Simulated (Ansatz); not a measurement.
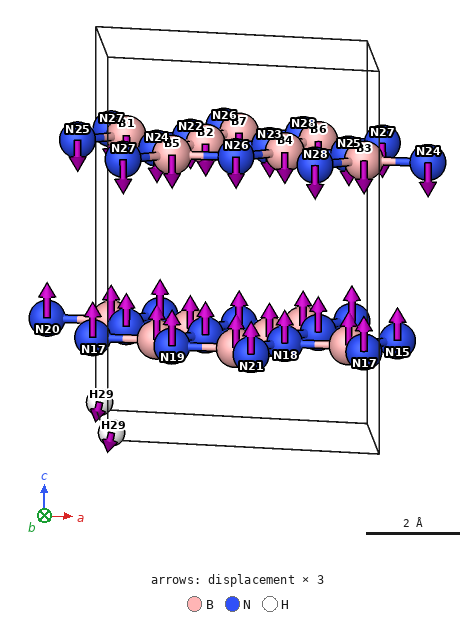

This is a relaxation of a defect cell of composition B₁₄HN₁₄. The starting structure is drawn; purple arrows show the displacements, magnified 3 times.

The picture is a ball-and-stick view of the cell of the calculation, seen from a free direction.

Case: H interstitial, charge +0, atoms relaxed.

All numbers below come from DFT PBE, scalar-relativistic, plane waves, PAW (Ansatz 0.2.0). (plane-wave cutoff 420 eV; k-point mesh 2 × 2 × 2; occupations gaussian; smearing width 0.02 eV; collinear spin; atoms relaxed in a fixed cell; force threshold 0.02 eV/Å; at most 60 steps)

Question: Describe the change and its energy.

Answer: Over 3 accepted moves (4 points after the start) the energy falls by 0.129 eV per cell of the calculation. Largest force component: 0.29 eV/Å at the start, 0.0032 eV/Å at the end. 1 step only repeated the SCF at the same geometry. The largest moves, 0.27 Å, are those of N atoms. By element the largest moves are N 0.27 Å, B 0.26 Å, H 0.16 Å. The cell stays as it was.

Limits of the set-up: the periodic images lie only 6.6 Å apart, so the values are limited by the cell's size.
